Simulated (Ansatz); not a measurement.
# Collinear magnetic orders of EuRh2 in PBEsol+U: energies and exchange over three Eu shells

The usual rule of thumb is that the coupling between nearest magnetic neighbours decides the magnetic order, and that more distant shells only correct it. We test this on EuRh2, where each Eu atom has 4 Eu neighbours at 3.26 Å and 12 in each of the next two shells. The question is which collinear order lies lowest, and whether three pair couplings account for the energies of all of them. Such couplings are the input for estimates of ordering temperatures and for spin models of magnetic materials. The energies are PBEsol+U values at fixed atoms, given per Eu atom and measured from the parallel order, so a positive value means less stable than parallel alignment.

## How the numbers were made

One system, EuRh2 (cubic Laves, Fd-3m), 6 atom(s) a primitive cell, from measured cells of the Crystallography Open Database. Ansatz 0.2.0, plane waves with default PAW datasets, cutoff 420 eV, Fermi-Dirac smearing of 0.1 eV, k meshes whose coarsest spacing along a reciprocal vector is 0.14 to 0.24 1/Å over all runs (2π included). Functional: PBEsol with Hubbard U (eV) Eu 4.8; collinear spins, no spin-orbit coupling. Atoms are fixed. Each order is started from typed moments on Eu, in the primitive cell or in a cell doubled at wavevector q (fractions of the primitive reciprocal vectors), on meshes of about the same density or denser; only runs that kept their pattern of signs are listed. Runs that did not converge or carry a known fault are not listed. The same in all rows: metal or insulator in the row's run, judged by its smearing entropy or density of states at the Fermi energy (a gap under a few smearing widths counts as a metal): metal.

Notes on method and selection:

- In a Heisenberg model with E = -sum over ordered pairs of J e_i.e_j, the energy per magnetic atom is E0 less the sum over shells of J times the listed sum; further shells and changes of moment size are outside it.
- Each state is what a run reaches from typed starting moments; only a few collinear orders were started, so the lowest found need not be the ground state. Spin-orbit coupling is left out of these energies, which are free energies at the smearing width. A magnetic atom is one that was given a starting moment.
- Site moments count the spin inside each program's own atomic sphere, so they depend somewhat on its radius and leave out the spin between the spheres.
- Under a Hubbard U the orbital state was not searched.
- Ansatz's own search for a lower self-consistent state was switched off in these runs, so a run may rest in a state that is not the lowest for its pattern of moments.
- The shell on the horizontal axis is the one of the three whose sum correlates best with the energies.
- Runs that did not converge, have known faults or may not be shown are not listed, and runs on Ansatz's PAW sets soft_1 and soft_2 are kept to separate tables.

Columns:

- shell at 3.26 Å: sum of e_i.e_j over the 4 Eu neighbours at 3.26 Å, mean over magnetic atoms (+1 parallel, -1 opposed).
- shell at 5.32 Å: sum of e_i.e_j over the 12 Eu neighbours at 5.32 Å, mean over magnetic atoms (+1 parallel, -1 opposed).
- shell at 6.24 Å: sum of e_i.e_j over the 12 Eu neighbours at 6.24 Å, mean over magnetic atoms (+1 parallel, -1 opposed).
- moment (μB): largest site spin moment.
- net moment (μB): size of the net spin moment per magnetic atom.
- energy (meV): energy less that of the parallel order, per magnetic atom.

Input lines of one member:

```
magnetization:
  spin_polarized: true
kpoints:
  mp_grid: { grid: [10, 10, 10] }
hamiltonian:
  xc: pbesol
  hubbard:
    sites: [{ species: Eu, l: f, u_eff: 4.8 }]
    projectors: ortho-atomic
scf:
  occupations: { method: fermi_dirac, width: 0.1 }
  lower_state_search: "off"
```

Command (options for logging and memory left out): `ansatz run input.yaml`

## Results

| member | shell at 3.26 Å | shell at 5.32 Å | shell at 6.24 Å | moment (μB) | net moment (μB) | energy (meV) |
| --- | --- | --- | --- | --- | --- | --- |
| opposed +- | −4 | 12 | −12 | 6.78 | 0.00 | 36.7 |
| opposed q=(0,0,1/2) +--+ | −2 | 0 | 6 | 6.78 | 0.00 | ? |
| opposed q=(0,1/2,1/2) +-+- | 0 | −4 | 0 | 6.79 | 0.00 | 27.3 |
| opposed q=(0,0,1/2) +-+- | 2 | 0 | −6 | 6.80 | 0.00 | 25.0 |
| parallel ++ | 4 | 12 | 12 | 6.82 | 6.51 | 0.0 |

Cells marked ? are withheld until the estimate has been made.

energy (meV) against shell at 3.26 Å, members shown (numbers count the rows of the first table from the top):

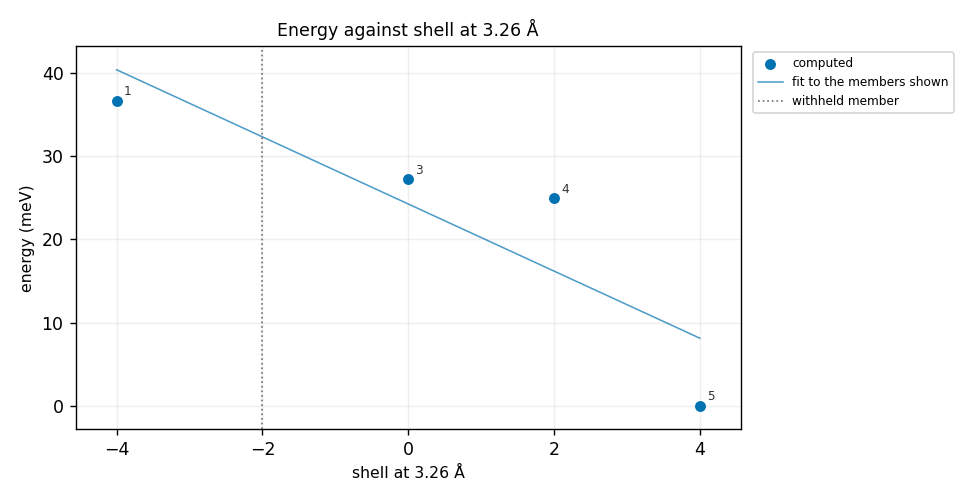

Least-squares fits to the members shown, with x = shell at 3.26 Å; R² and errors in the fitted variable (y, or ln y where the fit is in ln y):

| y | members | fit | R² | rms residual | leave-one-out rms | the same for the mean of the others |
| --- | --- | --- | --- | --- | --- | --- |
| energy (meV) | 4 | y = 24.27 − 4.037 x | 0.77 | 6.5 | 16 | 18 (fit hardly better) |

## Mechanism

Among the orders shown, the parallel one is lowest. The opposed orders lie 25.0 to 36.7 meV per Eu above it. Since only a few patterns were started, a lower order outside this set remains possible.

The energy falls at each step as the nearest-neighbour sum rises, but not in proportion. Between sums of 0 and 2 the slope is (25.0 − 27.3) / 2 = −1.15 meV per unit; between 2 and 4 it is (0.0 − 25.0) / 2 = −12.5 meV per unit. The straight line in this sum has a leave-one-out error of 16 meV against 18 meV for the mean of the others, so it does hardly better than the mean, and the nearest shell alone does not describe the series.

With three shells the energy is E = E0 − J1 s1 − J2 s2 − J3 s3, where s1 to s3 are the listed sums. The four energies shown fix the four constants, in meV: E0 = 36.7 / 8 + 3 × 27.3 / 4 = 25.06, J2 = (27.3 − 36.7 / 2) / 16 = 0.56, J1 = 36.7 / 16 + (25.06 − 25.0) / 4 = 2.31 and J3 = (36.7 / 8 − 2.31) / 3 = 0.76. All three couplings favour parallel spins. The exact match is no test of the model, because there are as many constants as energies.

Within the model, the solution shows why the outer shells are more than a correction here. Reversing one Eu sublattice against the other costs 8 × 2.31 = 18.5 meV from the first shell and 24 × 0.76 = 18.2 meV from the third. The third-shell coupling is about three times weaker per pair, but it acts on three times as many neighbours.

Couplings of this reach are expected when compact 4f shells interact through conduction electrons, here of Eu 5d and Rh 4d character. In the parallel order the net moment is 6.51 μB per Eu against 6.82 μB in the Eu sphere, which points to an opposed polarisation of about 0.3 μB outside the Eu spheres. The Eu moments themselves differ by only 0.04 μB between the orders, as a model with spins of fixed length requires.

## An estimate before looking

Plain estimates from the members shown:

- opposed q=(0,0,1/2) +--+, fit at x = −2: 32.3 meV
- opposed q=(0,0,1/2) +--+, straight-line interpolation between opposed +- and opposed q=(0,1/2,1/2) +-+-: w = (−2 − (−4)) / (0 − (−4)) = 0.500, so 36.7 + 0.500 × (27.3 − 36.7) = 32.0 meV

We use the three-shell model for the order q=(0,0,1/2) +--+. The two plain estimates, near 32 meV, follow the nearest-neighbour sum only and ignore that this order has a third-shell sum of +6, which lowers its energy. With the constants found above,

25.06 + 2 × 2.31 − 6 × 0.76 = 25.1 meV.

The loss from opposed nearest neighbours is thus almost cancelled by the gain in the third shell.

The full model has no spare energy on which it could be tried, but a shorter one has. Without J3, the parallel and +- orders give J1 = 36.7 / 8 = 4.59 meV, and the order q=(0,0,1/2) +-+- would come at 25.06 − 2 × 4.59 = 15.9 meV instead of 25.0 meV. Leaving out a shell that matters can therefore cost about 9 meV.

The main uncertainty is the next shell, 6 Eu atoms at 3.26 × 4 / √3 = 7.53 Å. Its sum is −6 in both q=(0,0,1/2) orders and +6 in the other three, so a coupling J4 would move the estimate by 24 J4. If J2 is scaled with the inverse cube of distance, the usual envelope of exchange through conduction electrons, the size of J4 is 0.56 × (5.32 / 7.53)³ = 0.20 meV, and the movement is 24 × 0.20 = 4.8 meV. Because this exchange oscillates with distance, the sign of J4 is open, and we take the movement as the error bar rather than as a shift.

**Committed estimate, opposed q=(0,0,1/2) +--+: energy = 25 ± 5 meV.**

## The withheld result

| member | shell at 3.26 Å | shell at 5.32 Å | shell at 6.24 Å | moment (μB) | net moment (μB) | energy (meV) |
| --- | --- | --- | --- | --- | --- | --- |
| opposed q=(0,0,1/2) +--+ | −2 | 0 | 6 | 6.78 | 0.00 | 28.1 |

| member | estimate | energy (meV) | computed | estimate − computed | miss in error bars |
| --- | --- | --- | --- | --- | --- |
| opposed q=(0,0,1/2) +--+ | committed | 25.0 | 28.1 | −3.1 | 0.6 |
| opposed q=(0,0,1/2) +--+ | fit | 32.3 | 28.1 | +4.2 |  |
| opposed q=(0,0,1/2) +--+ | interpolation | 32.0 | 28.1 | +3.9 |  |

energy (meV) against shell at 3.26 Å (numbers count the rows of the first table from the top):

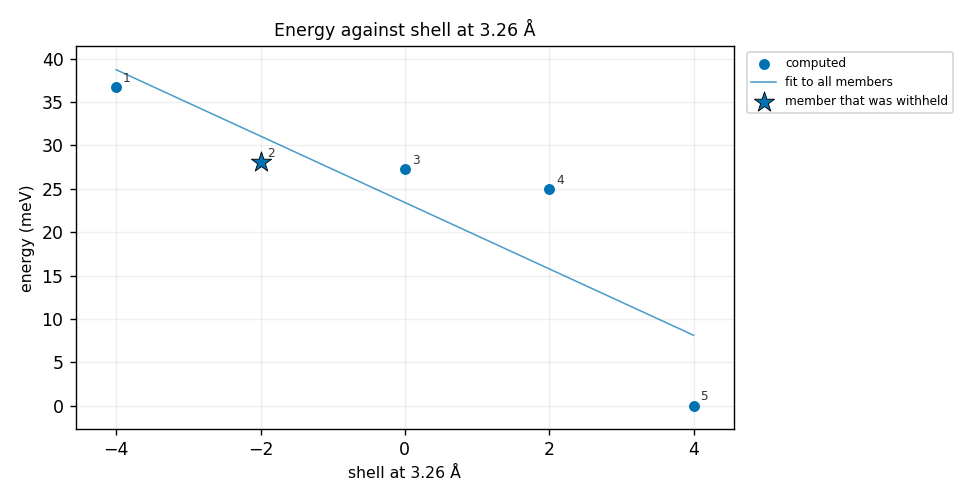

The estimate of 25.0 meV lies 3.1 meV below the computed 28.1 meV, inside its error bar of 5 meV. It is only slightly better than the fit and the interpolation, which are too high by 4.2 and 3.9 meV.

The third shell does lower this order, as we argued, but by less than we took. We had the first-shell loss and the third-shell gain almost cancelling, which would put the two q=(0,0,1/2) orders level; they differ by 28.1 − 25.0 = 3.1 meV. A least-squares fit of the three-shell model to all five orders gives, in meV, J1 = 36.7 / 16 + (28.1 − 25.0) / 8 = 2.68, J2 = (28.1 + 2 × 27.3 + 25.0 − 2 × 36.7) / 56 = 0.61 and J3 = (36.7 / 8 − 2.68) / 3 = 0.64, with an rms residual of 0.6 meV. All three couplings still favour parallel spins, but the first shell now clearly leads: reversing one sublattice costs 8 × 2.68 = 21.4 meV there and 24 × 0.64 = 15.4 meV in the third.

A fourth-shell coupling of 3.0 / 24 = 0.12 meV, also favouring parallel spins, would remove the miss. So would an extra lowering of the parallel order by 4 × 3.0 = 12 meV through the Rh moments, which are sizeable only there. A single miss cannot tell these two causes apart.

## Where the trend breaks

Least-squares fits to the whole series, with x = shell at 3.26 Å; R² and errors in the fitted variable (y, or ln y where the fit is in ln y):

| y | members | fit | R² | rms residual | leave-one-out rms | the same for the mean of the others |
| --- | --- | --- | --- | --- | --- | --- |
| energy (meV) | 5 | y = 23.42 − 3.825 x | 0.77 | 6.0 | 11 | 15 |

Largest departures from the fit to the whole series:

| member | energy (meV) | fit | computed − fit | in rms residuals |
| --- | --- | --- | --- | --- |
| opposed q=(0,0,1/2) +-+- | 25.0 | 15.8 | +9.2 | 1.5 |
| parallel ++ | 0.0 | 8.1 | −8.1 | 1.4 |
| opposed q=(0,1/2,1/2) +-+- | 27.3 | 23.4 | +3.9 | 0.6 |
| opposed q=(0,0,1/2) +--+ | 28.1 | 31.1 | −3.0 | 0.5 |

No order lies more than 1.5 rms residuals from the straight line in the nearest-neighbour sum. The two largest departures have opposite signs, and the outer shells account for both.

The order q=(0,0,1/2) +-+- lies 9.2 meV above the line. Over the five orders the third-shell sum rises on average by 1.8 per unit of the first, so the line implicitly assigns this order a third-shell sum of 2 × 1.8 = 3.6, whereas it has −6. The difference of 3.6 + 6 = 9.6 costs 9.6 × 0.64 = 6.1 meV. Its second-shell sum is 4 below the series mean of 4, which adds 4 × 0.61 = 2.4 meV.

The parallel order lies 8.1 meV below the line. Its third-shell sum exceeds the implied value by 12 − 4 × 1.8 = 4.8, which gains 4.8 × 0.64 = 3.1 meV, and its second-shell sum exceeds the mean by 8, which gains 8 × 0.61 = 4.9 meV. Together these give 8.0 meV, so the departure from the line does not require a special Rh contribution. It does not exclude one either, since the couplings were fitted to this energy too and could have absorbed it.

## Summary

The parallel order is the lowest of the five, 25.0 meV per Eu below the next. The nearest-neighbour sum ranks all five correctly, but their spacing needs the outer shells.

Fitted to four orders, the three-shell model misses the fifth by 2 to 3 meV for the three doubled-cell orders and by 12 meV for parallel and +-. The leave-one-out rms is 7.8 meV, against 15 meV for the mean of the others. Three couplings thus reproduce the five energies closely, but with only one energy to spare this is a weak test of the model.

In mean-field theory for classical spins the couplings give k_B T = (2/3) × (4 × 2.68 + 12 × 0.61 + 12 × 0.64) = 17.1 meV, or about 200 K. Mean-field theory usually overestimates ordering temperatures.

This temperature applies to the stable 4f⁷ moments of the calculation. Real EuRh2 is known as a mixed-valent compound, in which Eu fluctuates towards non-magnetic 4f⁶. That works against every order in the table, so the temperature should not be read as a prediction for the real compound.

[Logs are printed without paths, hosts, clocks, repeated set-up lines and the standing remarks that a program may print on its own settings, such as how far it seeks lower states.]
